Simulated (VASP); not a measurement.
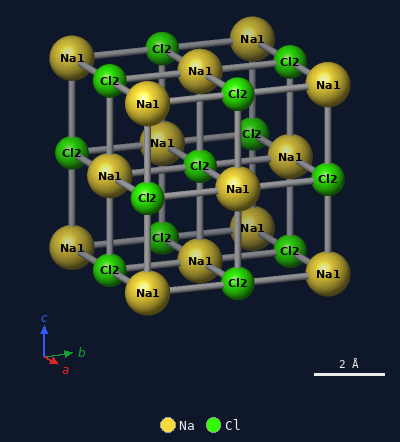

Fig. 1: The structure as given in the input (ball-and-stick view of the cell 4 times as large as that of the calculation, set on its symmetry axes, seen slightly off an axis; atoms are numbered from 1 in the order of the input).

## Run report: NaCl, geometry relaxation (part 1 of 2)

System: NaCl (Fm-3m, 2 atoms in the cell).
Method: Kohn-Sham DFT of a periodic cell, PBE, VASP PAW PBE potentials, recommended, no spin polarisation (VASP 6.6.1).

The structure derives from an entry of the Crystallography Open Database.

OSZICAR:
```
N       E                     dE             d eps       ncg     rms          rms(c)
DAV:   1     0.106175874075E+03    0.10618E+03   -0.79622E+03   638   0.141E+03
DAV:   2     0.341488515738E+01   -0.10276E+03   -0.95208E+02   705   0.302E+02
DAV:   3    -0.672980230702E+01   -0.10145E+02   -0.10058E+02   770   0.940E+01
DAV:   4    -0.696307748912E+01   -0.23328E+00   -0.23305E+00   722   0.149E+01
DAV:   5    -0.696821835965E+01   -0.51409E-02   -0.51403E-02   807   0.232E+00    0.215E+00
DAV:   6    -0.677820810621E+01    0.19001E+00   -0.38113E-01   728   0.420E+00    0.162E+00
DAV:   7    -0.676661690988E+01    0.11591E-01   -0.92052E-02   778   0.208E+00    0.108E+00
DAV:   8    -0.677221147742E+01   -0.55946E-02   -0.95457E-03   662   0.107E+00    0.250E-01
DAV:   9    -0.677214708748E+01    0.64390E-04   -0.20207E-04   779   0.143E-01    0.133E-01
DAV:  10    -0.677228391473E+01   -0.13683E-03   -0.30737E-04   659   0.164E-01    0.486E-02
DAV:  11    -0.677227628577E+01    0.76290E-05   -0.19862E-05   758   0.466E-02    0.873E-03
DAV:  12    -0.677227673575E+01   -0.44998E-06   -0.16598E-06   677   0.146E-02
   1 F= -.49276326E+01 E0= -.49276326E+01  d E =-.492763E+01
       N       E                     dE             d eps       ncg     rms          rms(c)
DAV:   1    -0.781066477702E+01   -0.10384E+01   -0.24610E+01   722   0.729E+01    0.778E+00
DAV:   2    -0.687659895377E+01    0.93407E+00   -0.13863E+00   710   0.139E+01    0.291E+00
DAV:   3    -0.670223698012E+01    0.17436E+00   -0.40218E-01   722   0.747E+00    0.169E+00
DAV:   4    -0.668421966749E+01    0.18017E-01   -0.10887E-02   949   0.139E+00    0.152E-01
DAV:   5    -0.668383427766E+01    0.38539E-03   -0.90698E-04   677   0.254E-01    0.571E-02
DAV:   6    -0.668383466149E+01   -0.38382E-06   -0.13270E-04   746   0.163E-01    0.332E-02
DAV:   7    -0.668383656540E+01   -0.19039E-05   -0.19807E-05   683   0.483E-02    0.929E-03
DAV:   8    -0.668383365255E+01    0.29128E-05   -0.23201E-06   593   0.305E-02    0.994E-04
DAV:   9    -0.668383372752E+01   -0.74972E-07   -0.56310E-08   325   0.324E-03
   2 F= -.50388706E+01 E0= -.50388706E+01  d E =-.111238E+00
       N       E                     dE             d eps       ncg     rms          rms(c)
DAV:   1    -0.670487192085E+01   -0.21038E-01   -0.13716E+00   713   0.186E+01    0.166E+00
DAV:   2    -0.665573732020E+01    0.49135E-01   -0.73749E-02   701   0.326E+00    0.669E-01
DAV:   3    -0.664614531923E+01    0.95920E-02   -0.22528E-02   722   0.180E+00    0.335E-01
DAV:   4    -0.664529269458E+01    0.85262E-03   -0.67842E-04   916   0.313E-01    0.282E-02
DAV:   5    -0.664527215357E+01    0.20541E-04   -0.92858E-05   671   0.738E-02    0.168E-02
DAV:   6    -0.664527249842E+01   -0.34484E-06   -0.37746E-06   755   0.316E-02
   3 F= -.50438310E+01 E0= -.50438310E+01  d E =-.116198E+00
```

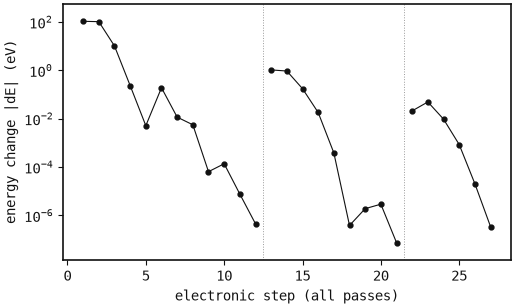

Fig. 2: Convergence of the self-consistent field: energy change |dE| against the electronic step. Each stretch between dotted lines is the SCF of one geometry step of a relaxation. The 3 ionic steps take 6 to 12 electronic steps each. The density is held fixed in the first few steps, and dE rises again when its update begins.

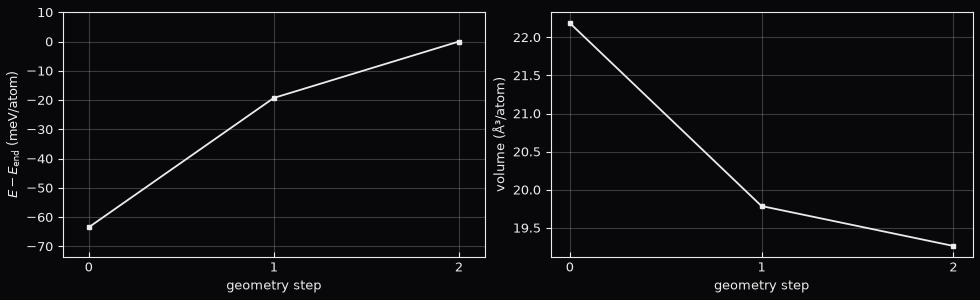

Fig. 3: Progress of the relaxation, step by step (steps are counted from 0).

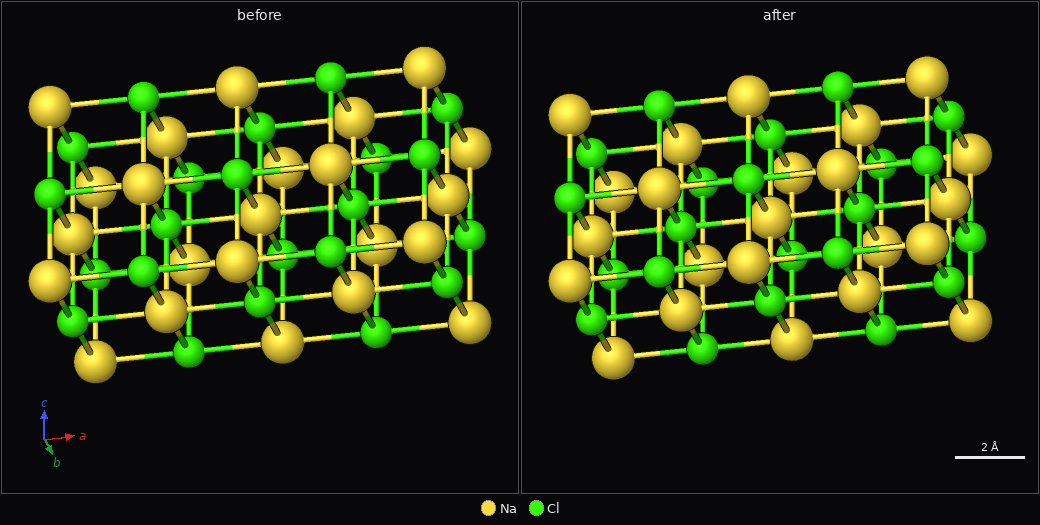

Fig. 4: Before (left) and after (right) the relaxation, at one scale (ball-and-stick view of the cell 4 times as large as that of the calculation, set on its symmetry axes, repeated 2 × 1 × 1, seen at an oblique angle). No atom moves by more than 0.005 Å relative to the cell. The drawn cell changes as follows: a = b = c 5.620 → 5.361 Å (−4.6 %); the volume changes by −13.2 %. Among the contacts that change: Na1–Cl2 2.810 → 2.681 Å. The space group stays Fm-3m (No. 225). Over 2 geometry steps the energy rises by 63.5 meV per atom. All forces vanish by symmetry, so only the cell relaxes. (Atoms are counted from 1 in the order of the input.)

Parts of OUTCAR:
```
SYSTEM = NaCl
   PREC = Accurate
   ENCUT = 600
   EDIFF = 1E-6
   ISMEAR = 0
   LREAL = .False.
   LASPH = .True.
   NELM = 80
   ISIF = 3
   GGA = PE
   IBRION = 2
   NSW = 90
   EDIFFG = -0.01
   PSTRESS = 66.6

 ion  position               nearest neighbor table
   1  0.000  0.000  0.000-
   2  0.500  0.500  0.500-

  LATTYP: Found a face centered cubic cell.
 ALAT       =     5.6200000000

  Lattice vectors:

 A1 = (   0.0000000000,   2.8100000000,   2.8100000000)
 A2 = (   2.8100000000,   0.0000000000,   2.8100000000)
 A3 = (   2.8100000000,   2.8100000000,   0.0000000000)

Analysis of symmetry for initial positions (statically):
=====================================================================
 Subroutine PRICEL returns:
 Original cell was already a primitive cell.

 Routine SETGRP: Setting up the symmetry group for a
 face centered cubic supercell.

 Subroutine GETGRP returns: Found 48 space group operations
 (whereof 48 operations were pure point group operations)
 out of a pool of 48 trial point group operations.

The static configuration has the point symmetry O_h .

Analysis of symmetry for dynamics (positions and initial velocities):
=====================================================================
 Subroutine PRICEL returns:
 Original cell was already a primitive cell.

 Routine SETGRP: Setting up the symmetry group for a
 face centered cubic supercell.

 Subroutine GETGRP returns: Found 48 space group operations
 (whereof 48 operations were pure point group operations)
 out of a pool of 48 trial point group operations.

The dynamic configuration has the point symmetry O_h .

 Subroutine INISYM returns: Found 48 space group operations
 (whereof 48 operations are pure point group operations),
 and found     1 'primitive' translations

----------------------------------------------------------------------------------------

                                     Primitive cell

  volume of cell :      44.3761

  direct lattice vectors                    reciprocal lattice vectors
     0.000000000  2.810000000  2.810000000    -0.177935943  0.177935943  0.177935943
     2.810000000  0.000000000  2.810000000     0.177935943 -0.177935943  0.177935943
     2.810000000  2.810000000  0.000000000     0.177935943  0.177935943 -0.177935943

  length of vectors
     3.973940110  3.973940110  3.973940110     0.308194094  0.308194094  0.308194094

  position of ions in fractional coordinates (direct lattice)
     0.000000000  0.000000000  0.000000000
     0.500000000  0.500000000  0.500000000

  ion indices of the primitive-cell ions
   primitive index   ion index
                 1           1
                 2           2

----------------------------------------------------------------------------------------

 KPOINTS: regular mesh

Automatic generation of k-mesh.
 Grid dimensions read from file:
 generate k-points for:    8    8    8

 Generating k-lattice:

  Cartesian coordinates                     Fractional coordinates (reciprocal lattice)
    -0.022241993  0.022241993  0.022241993     0.125000000  0.000000000  0.000000000
     0.022241993 -0.022241993  0.022241993     0.000000000  0.125000000  0.000000000
     0.022241993  0.022241993 -0.022241993     0.000000000  0.000000000  0.125000000

  Length of vectors
     0.038524262  0.038524262  0.038524262

  Shift w.r.t. Gamma in fractional coordinates (k-lattice)
     0.000000000  0.000000000  0.000000000

 Subroutine IBZKPT returns following result:
 ===========================================

 Found     29 irreducible k-points:

 Following reciprocal coordinates:
            Coordinates               Weight
  0.000000  0.000000  0.000000      1.000000
  0.125000  0.000000  0.000000      8.000000
  0.250000  0.000000  0.000000      8.000000
  0.375000  0.000000  0.000000      8.000000
  0.500000  0.000000  0.000000      4.000000
  0.125000  0.125000  0.000000      6.000000
  0.250000  0.125000  0.000000     24.000000
  0.375000  0.125000  0.000000     24.000000
  0.500000  0.125000  0.000000     24.000000
 -0.375000  0.125000  0.000000     24.000000
 -0.250000  0.125000  0.000000     24.000000
 -0.125000  0.125000  0.000000     12.000000
  0.250000  0.250000  0.000000      6.000000
  0.375000  0.250000  0.000000     24.000000
  0.500000  0.250000  0.000000     24.000000
 -0.375000  0.250000  0.000000     24.000000
 -0.250000  0.250000  0.000000     12.000000
  0.375000  0.375000  0.000000      6.000000
  0.500000  0.375000  0.000000     24.000000
 -0.375000  0.375000  0.000000     12.000000
  0.500000  0.500000  0.000000      3.000000
  0.375000  0.250000  0.125000     24.000000
  0.500000  0.250000  0.125000     48.000000
 -0.375000  0.250000  0.125000     24.000000
 [... further k-points ...]
   k-points           NKPTS =     29   k-points in BZ     NKDIM =     29   number of bands    NBANDS=     11
   number of dos      NEDOS =    301   number of ions     NIONS =      2
   total plane-waves  NPLWV =  32768
   dimension x,y,z NGX =    32 NGY =   32 NGZ =   32
   dimension x,y,z NGXF=    64 NGYF=   64 NGZF=   64
   ions per type =               1   1
   NGX,Y,Z   is equivalent  to a cutoff of  13.39, 13.39, 13.39 a.u.
   NGXF,Y,Z  is equivalent  to a cutoff of  26.77, 26.77, 26.77 a.u.
 SYSTEM =  NaCl
   PREC   = accura    normal or accurate (medium, high low for compatibility)
   ISTART =      0    job   : 0-new  1-cont  2-samecut
   ICHARG =      2    charge: 1-file 2-atom 10-const
   ISPIN  =      1    spin polarized calculation?
   LNONCOLLINEAR =      F non collinear calculations
   LSORBIT =      F    spin-orbit coupling
   LASPH  =      T    aspherical Exc in radial PAW
   ENCUT  =  600.0 eV  44.10 Ry    6.64 a.u.   7.94  7.94  7.94*2*pi/ulx,y,z
   NELM   =     80;   NELMIN=  2; NELMDL= -5     # of ELM steps
   EDIFF  = 0.1E-05   stopping-criterion for ELM
   LREAL  =      F    real-space projection
   EDIFFG = -.1E-01   stopping-criterion for IOM
   NSW    =     90    number of steps for IOM
   IBRION =      2    ionic relax: 0-MD 1-quasi-New 2-CG
   NFREE  =      1    steps in history (QN), initial steepest desc. (CG)
   ISIF   =      3    stress and relaxation
   ISYM   =      2    0-nonsym 1-usesym 2-fastsym
   POTIM  = 0.5000    time-step for ionic-motion
   TEBEG  =    0.0;   TEEND  =   0.0 temperature during run
   PSTRESS=   66.6 pullay stress
   NELECT =      14.0000    total number of electrons
   NUPDOWN=      -1.0000    fix difference up-down
   EMIN   =  10.00;   EMAX   =-10.00  energy-range for DOS
   EFERMI =   0.00;   METHOD = LEGACY
   ISMEAR =     0;   SIGMA  =   0.03  broadening in eV -4-tet -1-fermi 0-gaus
   EFERMI_NEDOS =   21; number of points for ismear=-14 and -15
   IALGO  =     38    algorithm
   IMIX   =      4    mixing-type and parameters
     AMIX     =   0.40;   BMIX     =  1.00
     AMIX_MAG =   1.60;   BMIX_MAG =  1.00
  volume/ion in A,a.u.               =      22.19       149.73
  Fermi-wavevector in a.u.,A,eV,Ry     =   1.114469  2.106040 16.898985  1.242040
  Thomas-Fermi vector in A             =   2.251064
   LORBIT       =      0    0 simple, 1 ext, 2 COOP (PROOUT), +10 PAW based schemes
   GGA     = PE    functional components
   LHFCALC =     F    Hartree Fock is set to
   AEXX    =    0.0000 exact exchange contribution
   IVDW    =     0    specifies the selected vdW correction
   LEPSILON=     F    determine dielectric tensor
   LRPA    =     F    only Hartree local field effects (RPA)
 conjugate gradient relaxation of ions
 non-spin polarized calculation
 Gauss-broadening in eV      SIGMA  =   0.03
  energy-cutoff  :      600.00
  volume of cell :       44.38
 maximum number of plane-waves:      1494
   NGX = 15   NGY = 15   NGZ = 15

--------------------------------------- Ionic step        1  -------------------------------------------

 number of electron      14.0000007 magnetization

 Free energy of the ion-electron system (eV)
  ---------------------------------------------------
  ext. energy  EPLUGINS =         0.00000000
  ---------------------------------------------------
  free energy    TOTEN  =        -6.77227674 eV

  energy without entropy =       -6.77227674  energy(sigma->0) =       -6.77227674

 E-fermi :  -0.4897     XC(G=0):  -8.2120     alpha+bet : -8.1730

 val. band max:       -0.6700490045   @ k =   0.0000   0.0000   0.0000
 cond. band min:       4.4787673627   @ k =   0.0000   0.0000   0.0000
 fundamental gap:      5.1488163671
 Fermi energy:        -0.4897199513

 k-point     1 :       0.0000    0.0000    0.0000
  band No.  band energies     occupation
      1     -21.4677      2.00000
      2     -21.4677      2.00000
      3     -21.4677      2.00000
      4     -13.3524      2.00000
      5      -0.6700      2.00000
      6      -0.6700      2.00000
      7      -0.6700      2.00000
      8       4.4788      0.00000
      9      10.4617      0.00000
     10      10.4617      0.00000
     11      10.4617      0.00000

 k-point     2 :       0.1250    0.0000    0.0000
  band No.  band energies     occupation
      1     -21.4723      2.00000
      2     -21.4680      2.00000
      3     -21.4680      2.00000
      4     -13.3040      2.00000
      5      -1.0443      2.00000
      6      -0.7117      2.00000
      7      -0.7117      2.00000
      8       4.9788      0.00000
      9       9.9217      0.00000
     10      10.6565      0.00000
     11      10.6565      0.00000
```
